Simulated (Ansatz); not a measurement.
**Ag: a failed or faulty run and its cure**

System: Ag (P6₃/mmc, 2 atoms in the cell).
Method of run A: DFT, PBE, plane waves, PAW, no spin polarisation (Ansatz 0.2.0).

The structure derives from an entry of the Crystallography Open Database. Some settings of this run were made unusual or wrong on purpose. Text and figures count atoms from 1; the logs count them from 0 in places.

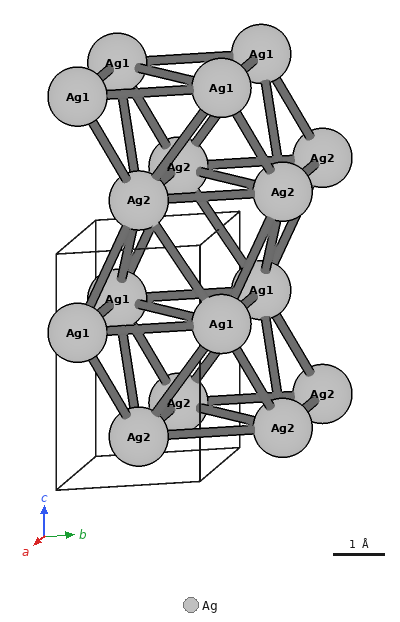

**Figure 1.** The starting structure (ball-and-stick view of the cell of the calculation, repeated 2 × 2 × 2, seen slightly off an axis; atoms are numbered from 1 in the order of the input). An atom can appear more than once, as a periodic image.

Input file, run A:
```yaml
crystal:
  lattice:
    - [2.93, 0.0, 0.0]
    - [-1.465, 2.5374544331, 0.0]
    - [0.0, 0.0, 4.79]
  atoms:
    - { symbol: Ag, position: [0.6666666667, 0.3333333333, 0.75] }
    - { symbol: Ag, position: [0.3333333333, 0.6666666667, 0.25] }
hamiltonian:
  xc: pbe
  pseudopotentials: { kind: paw }
kpoints:
  mp_grid: { grid: [1, 1, 1] }
scf:
  occupations: { method: fermi_dirac, width: 0.05 }
  max_iter: 75
output:
  forces: true
  stress: true
  eigenvalues: true
relax:
  f_tol: 0.01
  max_steps: 40
  cell: { stress_tol: 0.05 }
```

Launched with:
```bash
ansatz run input.yaml --threads 2 --pin off --max-ram 5632MiB --backend cpu --events-out ev --progress --plain --runs-dir out
```

Hardware: 2 threads of Arm Neoverse V2, 24 GiB of memory available, shared host.

Output, shortened to warnings, some set-up lines, iterations and results (run A):
```
Basis set: ecut = 420 eV, 701 PW (Γ), exchange–correlation on 40×40×72 points (8 copies of the dense FFT grid, shifted against one another)
Symmetry: 24 space group operations
k-points: 1
Initial density: superposition of atomic densities (neutral atoms: chi_scale 0, normalization atom), corrected by the library's trained network
[...]
SCF iter   1: F=—  HF=-15188.968433 eV  |F-HF|=—  |Δ(HF+E_count)|=         —  Δρ=5.61e-2  dr2=8.82e-1  ethr=1.77e-3  ⟨swp⟩=5.0  Hψ=93  notcnv=0
SCF iter   2: F=—  HF=-15188.726743 eV  |F-HF|=—  |Δ(HF+E_count)|=   2.42e-1  Δρ=2.63e-2  dr2=1.40e-1  ethr=1.77e-3  ⟨swp⟩=2.0  Hψ=45  notcnv=0
SCF iter   3: F=—  HF=-15188.707928 eV  |F-HF|=—  |Δ(HF+E_count)|=   1.88e-2  Δρ=1.11e-2  dr2=3.74e-2  ethr=3.69e-4  ⟨swp⟩=2.0  Hψ=42  notcnv=0
SCF iter   4: F=—  HF=-15188.697803 eV  |F-HF|=—  |Δ(HF+E_count)|=   1.01e-2  Δρ=1.61e-3  dr2=3.79e-4  ethr=9.83e-5  ⟨swp⟩=2.0  Hψ=45  notcnv=0
SCF iter   5: F=—  HF=-15188.698012 eV  |F-HF|=—  |Δ(HF+E_count)|=   2.09e-4  Δρ=1.39e-4  dr2=2.24e-6  ethr=9.97e-7  ⟨swp⟩=3.0  Hψ=51  notcnv=0
[... 68 lines ...]
SCF iter   2: F=—  HF=-15189.136622 eV  |F-HF|=—  |Δ(HF+E_count)|=   2.69e-6  Δρ=1.51e-6  dr2=1.57e-10  ethr=1.79e-12  ⟨swp⟩=2.0  Hψ=42  notcnv=0
SCF iter   3: F=—  HF=-15189.136622 eV  |F-HF|=—  |Δ(HF+E_count)|=  1.95e-10  Δρ=4.06e-7  dr2=2.86e-11  ethr=1.00e-12  ⟨swp⟩=2.0  Hψ=32  notcnv=0
SCF iter   4: F=-15189.136622 eV  HF=-15189.136622 eV  |F-HF|=3.64e-12  |Δ(HF+E_count)|=  1.27e-11  Δρ=5.95e-8  dr2=3.00e-13  ethr=1.00e-12  ⟨swp⟩=5.0  Hψ=104  notcnv=0
SCF 11 converged in 4 iterations: F = -15189.136622 eV  dr2 = 3.00e-13
relax step  11: F+E_penalty+E_count = -15189.13662220 eV  Δ(F+E_penalty+E_count) = -3.165e-10 eV  max|allowed force component| = 7.539e-27 eV/Å  Δτ_max = 0.0000 Å  P = -0.002 …
basis re-selected at this cell: Δ(F+E_penalty+E_count) = -3.165e-10 eV, ΔP = +0.000 GPa vs the last step (what re-selecting the basis moved, of the pressure what is left beyond the Pulay correction that the steps carried, after the strain that the cell walked since its last selection, with what the …
SCF converged after 4 iterations
Free energy (F): -15189.136622 eV
Harris-Foulkes:  -15189.136622 eV  (|F-HF|=3.64e-12)
Internal energy: -15189.136622 eV  (E = F + TS)
E sigma→0 (E₀):  -15189.136622 eV
Fermi energy:    20.105179 eV
--- Per-component energies (eV) ---
  E_band       = -350.095333
  E_kinetic    = 1064.500570
  E_local      = -4037.019479  (includes V_loc(G=0)·N_el)
  E_nonlocal   = 161.007922
  E_hartree    = 1886.300103
  E_xc         = -374.684090
  E_vxc        = -476.443884  (∫ρ·V_xc dr)
  E_paw        = -7810.061750  (= ΣΔE_a)
  E_vpaw       = -834.741329  (= ΣTr[D̂ρ^β])
  E_aug_tail   = 0.000654  (compensation charges beyond the density's cutoff)
  E_ewald      = -6079.180552
  E_smearing   = -0.000000  (= −TS)
  E_closure    = -0.000000  (closes the sum)
  Σ components = -15189.136622   (vs F -15189.136622, Δ=0.00e0)
--- Forces (eV/Å), atoms counted from 1 ---
  atom   1  Ag    -0.00000000     0.00000000    -0.00000000
  atom   2  Ag     0.00000000    -0.00000000    -0.00000000
  max |Σ_I F_I| component: 2.15e-27 eV/Å
--- Stress (GPa, compression-positive) ---
       -0.001734       0.000000       0.000000
        0.000000      -0.001734       0.000000
        0.000000       0.000000      -0.003358
  P = ⅓ Tr σ = -0.0023 GPa (-0.023 kbar)
--- Relaxed structure (9 steps of the walk, 8 accepted, 2 SCFs on fresh bases) ---
  F+E_penalty+E_count = -15189.13662220 eV   max|allowed force component| = 7.539e-27 eV/Å   (the final SCF, on the basis selected at the relaxed cell)
  cell:  # Å, volume = 29.7343 Å³
    - [2.9479538895693365, 8.990798062815502e-39, 0.0]
    - [-1.4739769447846682, 2.553002957552191, -7.938195324882034e-18]
    - [0.0, -1.4985079184187782e-17, 3.9508071963888893]
  atoms:
    - { symbol: Ag, position: [0.6666666666666665, 0.33333333333333326, 0.7499999999999999] }
    - { symbol: Ag, position: [0.33333333333333326, 0.6666666666666665, 0.24999999999999994] }
```

Question: What should be changed in this input?

Answer: The input was spoiled on purpose: one k-point for a small cell (`kpoints.mp_grid.grid`). One point cannot sample the zone of a small cell. The run converged all the same; its numbers are those of the faulty input and shouldn't be used. So coarse a mesh can miss the band edges, so the true gap of this method can be much smaller, or zero.

A run of the same system that converges differs from this input as follows (lines with − go, lines with + come):
```diff
-  mp_grid: { grid: [1, 1, 1] }
+  mp_grid: { grid: [10, 10, 6] }
-  max_iter: 75
```

Output, shortened to warnings, some set-up lines, iterations and results (run B):
```
Basis set: ecut = 420 eV, 701 PW (Γ), exchange–correlation on 40×40×72 points (8 copies of the dense FFT grid, shifted against one another)
Symmetry: 24 space group operations
k-points: 56 of 600
Initial density: superposition of atomic densities (neutral atoms: chi_scale 0, normalization atom), corrected by the library's trained network
[...]
SCF iter   1: F=—  HF=-15181.091326 eV  |F-HF|=—  |Δ(HF+E_count)|=         —  Δρ=1.38e-3  dr2=3.21e-4  ethr=1.77e-3  ⟨swp⟩=4.9  Hψ=4843  notcnv=0
SCF iter   2: F=—  HF=-15181.092089 eV  |F-HF|=—  |Δ(HF+E_count)|=   7.63e-4  Δρ=6.63e-4  dr2=4.67e-5  ethr=8.44e-7  ⟨swp⟩=3.0  Hψ=3028  notcnv=0
SCF iter   3: F=—  HF=-15181.092181 eV  |F-HF|=—  |Δ(HF+E_count)|=   9.23e-5  Δρ=1.82e-4  dr2=6.05e-6  ethr=1.23e-7  ⟨swp⟩=2.0  Hψ=1928  notcnv=0
SCF iter   4: F=-15181.092186 eV  HF=-15181.092186 eV  |F-HF|=1.37e-7  |Δ(HF+E_count)|=   4.58e-6  Δρ=2.59e-5  dr2=8.32e-8  ethr=1.59e-8  ⟨swp⟩=2.0  Hψ=1901  notcnv=0
SCF iter   5: F=-15181.092186 eV  HF=-15181.092186 eV  |F-HF|=7.44e-10  |Δ(HF+E_count)|=   1.53e-7  Δρ=1.96e-6  dr2=5.95e-10  ethr=2.19e-10  ⟨swp⟩=2.1  Hψ=1927  notcnv=0
[... 33 lines ...]
SCF iter   6: F=-15181.092970 eV  HF=-15181.092970 eV  |F-HF|=3.64e-12  |Δ(HF+E_count)|=  1.82e-12  Δρ=7.17e-9  dr2=3.67e-15  ethr=1.00e-12  ⟨swp⟩=1.0  Hψ=1288  notcnv=0
SCF iter   7: F=-15181.092970 eV  HF=-15181.092970 eV  |F-HF|=3.64e-12  |Δ(HF+E_count)|=    0.00e0  Δρ=6.33e-10  dr2=4.20e-17  ethr=1.00e-12  ⟨swp⟩=1.0  Hψ=1288  notcnv=0
SCF iter   8: F=-15181.092970 eV  HF=-15181.092970 eV  |F-HF|=5.46e-12  |Δ(HF+E_count)|=  3.64e-12  Δρ=9.58e-11  dr2=2.32e-18  ethr=1.00e-12  ⟨swp⟩=2.0  Hψ=3097  notcnv=0
SCF 5 converged in 8 iterations: F = -15181.092970 eV  dr2 = 2.32e-18
relax step   5: F+E_penalty+E_count = -15181.09296957 eV  Δ(F+E_penalty+E_count) = -9.655e-5 eV  max|allowed force component| = 2.313e-17 eV/Å  Δτ_max = 0.0000 Å  P = -0.002 …
basis re-selected at this cell: Δ(F+E_penalty+E_count) = -9.655e-5 eV, ΔP = -0.003 GPa vs the last step (what re-selecting the basis moved, of the pressure what is left beyond the Pulay correction that the steps carried, after the strain that the cell walked since its last selection, with what the …
SCF converged after 8 iterations
Free energy (F): -15181.092970 eV
Harris-Foulkes:  -15181.092970 eV  (|F-HF|=5.46e-12)
Internal energy: -15181.087626 eV  (E = F + TS)
E sigma→0 (E₀):  -15181.090298 eV
Entropy (-TS):   -0.005344 eV (-2.672 meV/atom)
Fermi energy:    16.245174 eV
--- Per-component energies (eV) ---
  E_band       = -504.324932
  E_kinetic    = 1054.042406
  E_local      = -4544.117996  (includes V_loc(G=0)·N_el)
  E_nonlocal   = 160.194459
  E_hartree    = 2059.083547
  E_xc         = -369.400441
  E_vxc        = -469.326978  (∫ρ·V_xc dr)
  E_paw        = -7804.169281  (= ΣΔE_a)
  E_vpaw       = -823.284567  (= ΣTr[D̂ρ^β])
  E_aug_tail   = 0.000651  (compensation charges beyond the density's cutoff)
  E_ewald      = -5736.720970
  E_smearing   = -0.005344  (= −TS)
  E_closure    = 0.000000  (closes the sum)
  Σ components = -15181.092970   (vs F -15181.092970, Δ=0.00e0)
--- Forces (eV/Å), atoms counted from 1 ---
  atom   1  Ag     0.00000000    -0.00000000    -0.00000000
  atom   2  Ag     0.00000000     0.00000000     0.00000000
  max |Σ_I F_I| component: 3.47e-18 eV/Å
--- Stress (GPa, compression-positive) ---
        0.007127       0.000000      -0.000000
        0.000000       0.007127      -0.000000
        0.000000      -0.000000      -0.021105
  P = ⅓ Tr σ = -0.0023 GPa (-0.023 kbar)
--- Relaxed structure (4 steps of the walk, 4 accepted, 1 SCFs on fresh bases) ---
  F+E_penalty+E_count = -15181.09296957 eV   max|allowed force component| = 2.313e-17 eV/Å   (the final SCF, on the basis selected at the relaxed cell)
  cell:  # Å, volume = 35.8487 Å³
    - [2.9432195749499743, -2.858619774819524e-34, -2.2868958198556196e-34]
    - [-1.4716097874749872, 2.5489029208223157, 9.976137534357752e-20]
    - [-3.738645384670099e-34, 1.883214065495674e-19, 4.7785659670543135]
  atoms:
[...]
```

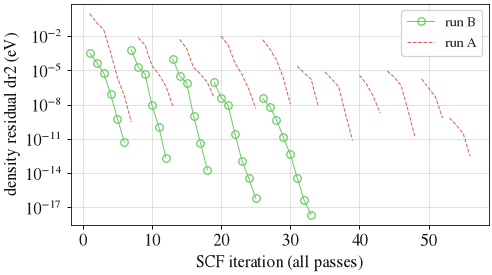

**Figure 2.** Convergence of the two runs: density residual dr2 against the SCF iteration. A break in a curve parts two SCF passes. Run B takes 33 iterations in all, and run A takes 56.

The two runs side by side:

| quantity | run A | run B |
| --- | --- | --- |
| outcome | converged | converged |
| free energy per atom (eV) | −7594.5683 | −7590.5465 |
| energy per atom, smearing taken to zero (eV) | −7594.5683 | −7590.5451 |
| gap on the mesh (eV) | 4.11 | 0.00 |
| pressure (GPa) | 0.00 | 0.00 |
| volume per atom (Å³) | 14.87 | 17.92 |
| largest force (eV/Å) | 0.000 | 0.000 |
| SCF iterations | 56 | 33 |
| irreducible k-points | 1 | 56 |
| wall time (shared host) | 1.5 s | 5.3 s |

The free energy of run B is 4021.8 meV per atom higher, which comes mainly from the change of mesh; a solver setting shouldn't move a converged energy. The gap of 4.11 eV on the mesh closes. Between meshes this is a matter of sampling: the true gap is no larger than the smaller value. The volume per atom goes from 14.87 to 17.92 Å³. The SCF takes 33 iterations over all geometry steps against 56. The irreducible k-points go from 1 to 56.
